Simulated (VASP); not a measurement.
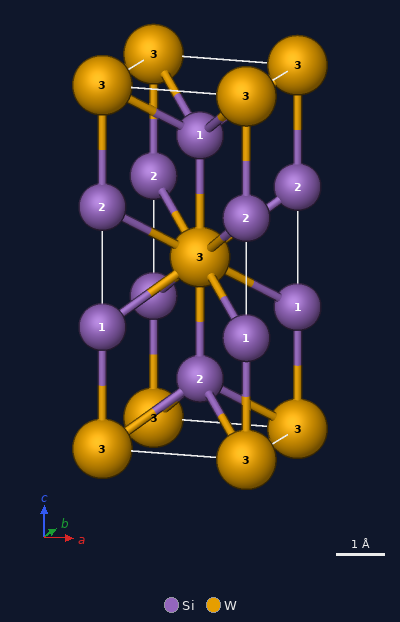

**Figure 1.** The structure as given in the input (ball-and-stick view of the cell 2 times as large as that of the calculation, set on its symmetry axes, seen slightly off an axis; atoms are numbered from 1 in the order of the input).

Geometry relaxation of WSi2 (part 1 of 2)

WSi2 (3 atoms in the cell), computed with Kohn-Sham DFT of a periodic cell, r2SCAN, VASP PAW PBE potentials, recommended, no spin polarisation (VASP 6.6.1).

The structure derives from an entry of the Crystallography Open Database.

## OSZICAR
```
N       E                     dE             d eps       ncg     rms          rms(c)
DAV:   1     0.921619875901E+02    0.92162E+02   -0.12424E+04  5880   0.168E+03
DAV:   2    -0.700439759151E+02   -0.16221E+03   -0.16009E+03  6685   0.397E+02
DAV:   3    -0.749221318897E+02   -0.48782E+01   -0.47506E+01  7924   0.570E+01
DAV:   4    -0.749569354660E+02   -0.34804E-01   -0.34774E-01  6552   0.573E+00
DAV:   5    -0.749573823012E+02   -0.44684E-03   -0.44682E-03  8008   0.650E-01    0.272E+01
DAV:   6    -0.698723159185E+02    0.50851E+01   -0.35429E+00  6545   0.215E+01    0.785E+00
DAV:   7    -0.695697298645E+02    0.30259E+00   -0.34344E-01  6888   0.558E+00    0.383E+00
DAV:   8    -0.698473371982E+02   -0.27761E+00   -0.28973E-01  6286   0.585E+00    0.639E-01
DAV:   9    -0.698095923607E+02    0.37745E-01   -0.82233E-02  6139   0.335E+00    0.406E-01
DAV:  10    -0.698108332035E+02   -0.12408E-02   -0.15227E-03  7728   0.352E-01    0.318E-01
DAV:  11    -0.698135932773E+02   -0.27601E-02   -0.22317E-03  7154   0.404E-01    0.431E-01
DAV:  12    -0.698134206606E+02    0.17262E-03   -0.65318E-03  6398   0.101E+00    0.369E-01
DAV:  13    -0.698156800028E+02   -0.22593E-02   -0.16582E-03  6090   0.506E-01    0.281E-01
DAV:  14    -0.698155960413E+02    0.83962E-04   -0.34006E-04  7469   0.156E-01    0.160E-01
DAV:  15    -0.698156061693E+02   -0.10128E-04   -0.31910E-05  6580   0.763E-02    0.915E-02
DAV:  16    -0.698155957733E+02    0.10396E-04   -0.63684E-05  7406   0.688E-02    0.241E-02
DAV:  17    -0.698155977253E+02   -0.19520E-05   -0.54859E-06  6475   0.240E-02    0.184E-02
DAV:  18    -0.698155956107E+02    0.21146E-05   -0.55614E-06  7378   0.184E-02    0.372E-04
DAV:  19    -0.698155959234E+02   -0.31270E-06   -0.16264E-07  5632   0.395E-03    0.121E-03
DAV:  20    -0.698155958517E+02    0.71665E-07   -0.14655E-08  3122   0.147E-03
   1 F= -.69815596E+02 E0= -.69815189E+02  d E =-.698156E+02
       N       E                     dE             d eps       ncg     rms          rms(c)
DAV:   1    -0.698411317938E+02   -0.25536E-01   -0.68105E-01  6734   0.103E+01    0.199E+00
DAV:   2    -0.698164883632E+02    0.24643E-01   -0.13008E-01  6604   0.320E+00    0.334E-01
DAV:   3    -0.698146261178E+02    0.18622E-02   -0.38609E-03  6874   0.564E-01    0.193E-01
DAV:   4    -0.698138699395E+02    0.75618E-03   -0.14507E-03  7224   0.322E-01    0.967E-02
DAV:   5    -0.698136395087E+02    0.23043E-03   -0.79618E-04  6468   0.345E-01    0.759E-02
DAV:   6    -0.698138088162E+02   -0.16931E-03   -0.73429E-04  6251   0.312E-01    0.242E-02
DAV:   7    -0.698139723950E+02   -0.16358E-03   -0.12535E-04  6020   0.131E-01    0.111E-02
DAV:   8    -0.698139751119E+02   -0.27169E-05   -0.29926E-06  7812   0.197E-02    0.290E-03
DAV:   9    -0.698139761659E+02   -0.10540E-05   -0.11464E-06  6657   0.122E-02    0.153E-03
DAV:  10    -0.698139761359E+02    0.29989E-07   -0.10343E-07  3759   0.414E-03
   2 F= -.69813976E+02 E0= -.69813530E+02  d E =0.161972E-02
       N       E                     dE             d eps       ncg     rms          rms(c)
DAV:   1    -0.698275633846E+02   -0.13587E-01   -0.27849E-01  6727   0.662E+00    0.126E+00
DAV:   2    -0.698174598360E+02    0.10104E-01   -0.56743E-02  6631   0.208E+00    0.211E-01
DAV:   3    -0.698166702208E+02    0.78962E-03   -0.17811E-03  6713   0.364E-01    0.120E-01
DAV:   4    -0.698163569133E+02    0.31331E-03   -0.58395E-04  7406   0.202E-01    0.592E-02
DAV:   5    -0.698162620985E+02    0.94815E-04   -0.31753E-04  6398   0.217E-01    0.484E-02
DAV:   6    -0.698163159452E+02   -0.53847E-04   -0.29580E-04  6223   0.196E-01    0.159E-02
DAV:   7    -0.698163834124E+02   -0.67467E-04   -0.51620E-05  6027   0.843E-02    0.651E-03
DAV:   8    -0.698163847089E+02   -0.12965E-05   -0.12834E-06  7805   0.129E-02    0.176E-03
DAV:   9    -0.698163848525E+02   -0.14356E-06   -0.42823E-07  6587   0.747E-03    0.920E-04
DAV:  10    -0.698163848461E+02    0.63292E-08   -0.33178E-08  3122   0.221E-03
   3 F= -.69816385E+02 E0= -.69815965E+02  d E =-.788994E-03
       N       E                     dE             d eps       ncg     rms          rms(c)
DAV:   1    -0.698167165672E+02   -0.33171E-03   -0.10804E-02  6573   0.116E+00    0.166E-01
DAV:   2    -0.698164502206E+02    0.26635E-03   -0.74836E-04  7049   0.263E-01    0.451E-02
DAV:   3    -0.698164129248E+02    0.37296E-04   -0.89669E-05  7434   0.865E-02    0.225E-02
DAV:   4    -0.698164011239E+02    0.11801E-04   -0.23130E-05  7077   0.406E-02    0.125E-02
DAV:   5    -0.698164000533E+02    0.10707E-05   -0.10368E-05  6209   0.376E-02    0.539E-03
DAV:   6    -0.698164027876E+02   -0.27344E-05   -0.29535E-06  6216   0.196E-02    0.289E-03
DAV:   7    -0.698164027203E+02    0.67327E-07   -0.14191E-07  4670   0.403E-03
   4 F= -.69816403E+02 E0= -.69815975E+02  d E =-.178741E-04
       N       E                     dE             d eps       ncg     rms          rms(c)
DAV:   1    -0.698164672265E+02   -0.64439E-04   -0.17457E-03  6566   0.465E-01    0.668E-02
DAV:   2    -0.698164236540E+02    0.43573E-04   -0.11988E-04  7007   0.105E-01    0.181E-02
DAV:   3    -0.698164174712E+02    0.61828E-05   -0.14379E-05  7469   0.347E-02    0.906E-03
DAV:   4    -0.698164163330E+02    0.11382E-05   -0.37740E-06  7042   0.164E-02    0.505E-03
DAV:   5    -0.698164160218E+02    0.31119E-06   -0.17828E-06  6188   0.157E-02    0.215E-03
DAV:   6    -0.698164167872E+02   -0.76536E-06   -0.48087E-07  6160   0.803E-03    0.119E-03
DAV:   7    -0.698164168281E+02   -0.40915E-07   -0.26220E-08  3003   0.173E-03
   5 F= -.69816417E+02 E0= -.69815992E+02  d E =-.319819E-04
```

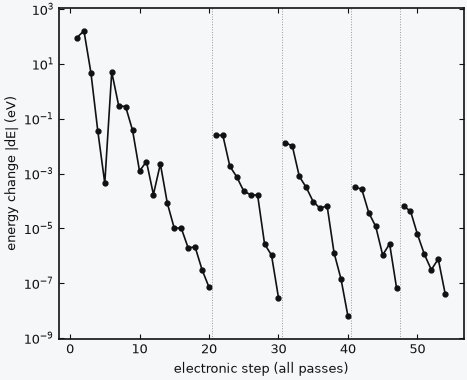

**Figure 2.** Convergence of the self-consistent field: energy change |dE| against the electronic step. Each stretch between dotted lines is the SCF of one geometry step of a relaxation. The 5 ionic steps take 7 to 20 electronic steps each. The density is held fixed in the first few steps, and dE rises again when its update begins.

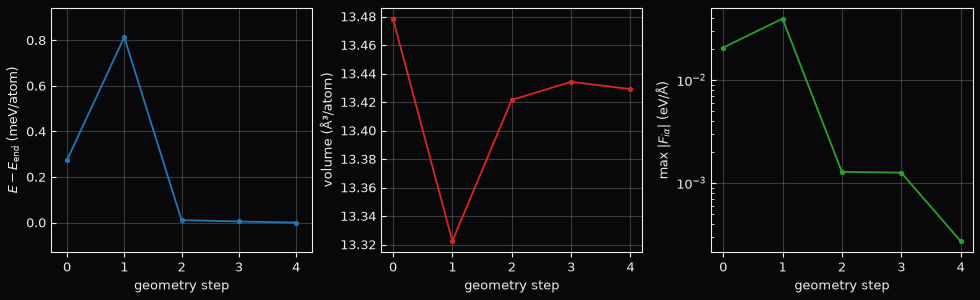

**Figure 3.** Progress of the relaxation, step by step (steps are counted from 0). After 4 geometry steps the energy has fallen by 0.3 meV per atom. Largest force component: 0.021 eV/Å at the start, 0.00027 eV/Å at the end. The atoms keep their places relative to the cell (all moves are under 0.005 Å). The volume changes by −0.4 %, with a = b 3.214 → 3.213 Å (0.0 %), c 7.830 → 7.805 Å (−0.3 %). Distances before and after: Si1–Si2 2.589 → 2.580 Å. The space group stays I4/mmm (No. 139). (Atoms are counted from 1 in the order of the input.)

## Parts of OUTCAR
```
SYSTEM = Si2W
   EDIFF = 1E-7
   EDIFFG = -0.004
   ENCUT = 600
   IBRION = 2
   ISIF = 3
   ISMEAR = 0
   LASPH = .True.
   LREAL = .False.
   METAGGA = R2SCAN
   NELM = 80
   NSW = 80
   PREC = Accurate

 ion  position               nearest neighbor table
   1  0.335  0.335  0.000-   2 2.59   3 2.62   3 2.62   3 2.62   3 2.62   3 2.62   2 2.63   2 2.63
                             2 2.63   2 2.63
   2  0.665  0.665  0.000-   1 2.59   3 2.62   3 2.62   3 2.62   3 2.62   3 2.62   1 2.63   1 2.63
                             1 2.63   1 2.63
   3  0.000  0.000  0.000-   2 2.62   2 2.62   2 2.62   1 2.62   2 2.62   1 2.62   1 2.62   1 2.62
                             1 2.62   2 2.62

  LATTYP: Found a body centered tetragonal cell.
 ALAT       =     3.2138000000
 C/A-ratio  =     2.4363370465

  Lattice vectors:

 A1 = (  -1.6069000000,   1.6069000000,   3.9149500000)
 A2 = (   1.6069000000,  -1.6069000000,   3.9149500000)
 A3 = (   1.6069000000,   1.6069000000,  -3.9149500000)

Analysis of symmetry for initial positions (statically):
=====================================================================
 Subroutine PRICEL returns:
 Original cell was already a primitive cell.

 Routine SETGRP: Setting up the symmetry group for a
 body centered tetragonal supercell.

 Subroutine GETGRP returns: Found 16 space group operations
 (whereof 16 operations were pure point group operations)
 out of a pool of 16 trial point group operations.

The static configuration has the point symmetry D_4h.

Analysis of symmetry for dynamics (positions and initial velocities):
=====================================================================
 Subroutine PRICEL returns:
 Original cell was already a primitive cell.

 Routine SETGRP: Setting up the symmetry group for a
 body centered tetragonal supercell.

 Subroutine GETGRP returns: Found 16 space group operations
 (whereof 16 operations were pure point group operations)
 out of a pool of 16 trial point group operations.

The dynamic configuration has the point symmetry D_4h.

 Subroutine INISYM returns: Found 16 space group operations
 (whereof 16 operations are pure point group operations),
 and found     1 'primitive' translations

----------------------------------------------------------------------------------------

                                     Primitive cell

  volume of cell :      40.4356

  direct lattice vectors                    reciprocal lattice vectors
    -1.606900000  1.606900000  3.914950000     0.000000000  0.311158131  0.127715552
     1.606900000 -1.606900000  3.914950000     0.311158131  0.000000000  0.127715552
     1.606900000  1.606900000 -3.914950000     0.311158131  0.311158131  0.000000000

  length of vectors
     4.526708376  4.526708376  4.526708376     0.336348992  0.336348992  0.440044048

  position of ions in fractional coordinates (direct lattice)
     0.334700000  0.334700000  0.000000000
     0.665300000  0.665300000  0.000000000
     0.000000000  0.000000000  0.000000000

  ion indices of the primitive-cell ions
   primitive index   ion index
                 1           1
                 2           2
                 3           3

----------------------------------------------------------------------------------------

 KPOINTS: k-points

Automatic generation of k-mesh.
 Grid dimensions read from file:
 generate k-points for:   13   13   13

 Generating k-lattice:

  Cartesian coordinates                     Fractional coordinates (reciprocal lattice)
     0.000000000  0.023935241  0.009824273     0.076923077  0.000000000  0.000000000
     0.023935241  0.000000000  0.009824273     0.000000000  0.076923077  0.000000000
     0.023935241  0.023935241  0.000000000     0.000000000  0.000000000  0.076923077

  Length of vectors
     0.025872999  0.025872999  0.033849542

  Shift w.r.t. Gamma in fractional coordinates (k-lattice)
     0.000000000  0.000000000  0.000000000

 Subroutine IBZKPT returns following result:
 ===========================================

 Found    196 irreducible k-points:

 Following reciprocal coordinates:
            Coordinates               Weight
  0.000000  0.000000  0.000000      1.000000
  0.076923  0.000000 -0.000000      8.000000
  0.153846  0.000000 -0.000000      8.000000
  0.230769  0.000000  0.000000      8.000000
  0.307692  0.000000 -0.000000      8.000000
  0.384615  0.000000 -0.000000      8.000000
  0.461538  0.000000  0.000000      8.000000
  0.076923  0.076923 -0.000000      8.000000
  0.153846  0.076923 -0.000000     16.000000
  0.230769  0.076923 -0.000000     16.000000
  0.307692  0.076923 -0.000000     16.000000
  0.384615  0.076923 -0.000000     16.000000
  0.461538  0.076923  0.000000     16.000000
 -0.461538  0.076923 -0.000000     16.000000
 -0.384615  0.076923  0.000000     16.000000
 -0.307692  0.076923  0.000000     16.000000
 -0.230769  0.076923  0.000000     16.000000
 -0.153846  0.076923  0.000000     16.000000
 -0.076923  0.076923  0.000000      4.000000
  0.153846  0.153846 -0.000000      8.000000
  0.230769  0.153846 -0.000000     16.000000
  0.307692  0.153846 -0.000000     16.000000
  0.384615  0.153846  0.000000     16.000000
  0.461538  0.153846  0.000000     16.000000
 [... further k-points ...]
   k-points           NKPTS =    196   k-points in BZ     NKDIM =    196   number of bands    NBANDS=     15
   number of dos      NEDOS =    301   number of ions     NIONS =      3
   total plane-waves  NPLWV =  46656
   dimension x,y,z NGX =    36 NGY =   36 NGZ =   36
   dimension x,y,z NGXF=    72 NGYF=   72 NGZF=   72
   ions per type =               2   1
   NGX,Y,Z   is equivalent  to a cutoff of  13.22, 13.22, 13.22 a.u.
   NGXF,Y,Z  is equivalent  to a cutoff of  26.44, 26.44, 26.44 a.u.
 SYSTEM =  Si2W
   PREC   = accura    normal or accurate (medium, high low for compatibility)
   ISTART =      0    job   : 0-new  1-cont  2-samecut
   ICHARG =      2    charge: 1-file 2-atom 10-const
   ISPIN  =      1    spin polarized calculation?
   LNONCOLLINEAR =      F non collinear calculations
   LSORBIT =      F    spin-orbit coupling
   LASPH  =      T    aspherical Exc in radial PAW
   ENCUT  =  600.0 eV  44.10 Ry    6.64 a.u.   9.04  9.04  9.04*2*pi/ulx,y,z
   NELM   =     80;   NELMIN=  2; NELMDL= -5     # of ELM steps
   EDIFF  = 0.1E-06   stopping-criterion for ELM
   LREAL  =      F    real-space projection
   EDIFFG = -.4E-02   stopping-criterion for IOM
   NSW    =     80    number of steps for IOM
   IBRION =      2    ionic relax: 0-MD 1-quasi-New 2-CG
   NFREE  =      1    steps in history (QN), initial steepest desc. (CG)
   ISIF   =      3    stress and relaxation
   ISYM   =      2    0-nonsym 1-usesym 2-fastsym
   POTIM  = 0.5000    time-step for ionic-motion
   TEBEG  =    0.0;   TEEND  =   0.0 temperature during run
   PSTRESS=    0.0 pullay stress
   NELECT =      22.0000    total number of electrons
   NUPDOWN=      -1.0000    fix difference up-down
   EMIN   =  10.00;   EMAX   =-10.00  energy-range for DOS
   EFERMI =   0.00;   METHOD = LEGACY
   ISMEAR =     0;   SIGMA  =   0.10  broadening in eV -4-tet -1-fermi 0-gaus
   EFERMI_NEDOS =   21; number of points for ismear=-14 and -15
   IALGO  =     38    algorithm
   IMIX   =      4    mixing-type and parameters
     AMIX     =   0.40;   BMIX     =  1.00
     AMIX_MAG =   1.60;   BMIX_MAG =  1.00
  volume/ion in A,a.u.               =      13.48        90.96
  Fermi-wavevector in a.u.,A,eV,Ry     =   1.336476  2.525573 24.302284  1.786167
  Thomas-Fermi vector in A             =   2.465099
   LORBIT       =      0    0 simple, 1 ext, 2 COOP (PROOUT), +10 PAW based schemes
   METAGGA = R2SCAN    functional components
   LHFCALC =     F    Hartree Fock is set to
   AEXX    =    0.0000 exact exchange contribution
   IVDW    =     0    specifies the selected vdW correction
   LEPSILON=     F    determine dielectric tensor
   LRPA    =     F    only Hartree local field effects (RPA)
 conjugate gradient relaxation of ions
 non-spin polarized calculation
 Gauss-broadening in eV      SIGMA  =   0.10
  energy-cutoff  :      600.00
  volume of cell :       40.44
 maximum number of plane-waves:      1372
   NGX = 19   NGY = 19   NGZ = 19

--------------------------------------- Ionic step        1  -------------------------------------------

 number of electron      21.9999999 magnetization

 Free energy of the ion-electron system (eV)
  ---------------------------------------------------
  ext. energy  EPLUGINS =         0.00000000
  ---------------------------------------------------
  free energy    TOTEN  =       -69.81559585 eV

  energy without entropy =      -69.81478282  energy(sigma->0) =      -69.81518934

------------------------ aborting loop because EDIFF is reached ----------------------------------------

  FORCE on cell =-STRESS in cart. coord.  units (eV):
  Direction    XX          YY          ZZ          XY          YZ          ZX
  --------------------------------------------------------------------------------------
  -------------------------------------------------------------------------------------
  Total       -0.1177001     -0.1177001     -0.4869963      0.0000000      0.0000000      0.0000000
  in kB       -4.6636241     -4.6636241    -19.2962244      0.0000000      0.0000000      0.0000000
  external PRESSURE =      -9.5411576 kB  Pullay stress =       0.0000000 kB

 VOLUME and BASIS-vectors are now :
 -----------------------------------------------------------------------------
  energy-cutoff  :      600.00
  volume of cell :       40.44
      direct lattice vectors                 reciprocal lattice vectors
    -1.606900000  1.606900000  3.914950000     0.000000000  0.311158131  0.127715552
     1.606900000 -1.606900000  3.914950000     0.311158131  0.000000000  0.127715552
     1.606900000  1.606900000 -3.914950000     0.311158131  0.311158131  0.000000000
```
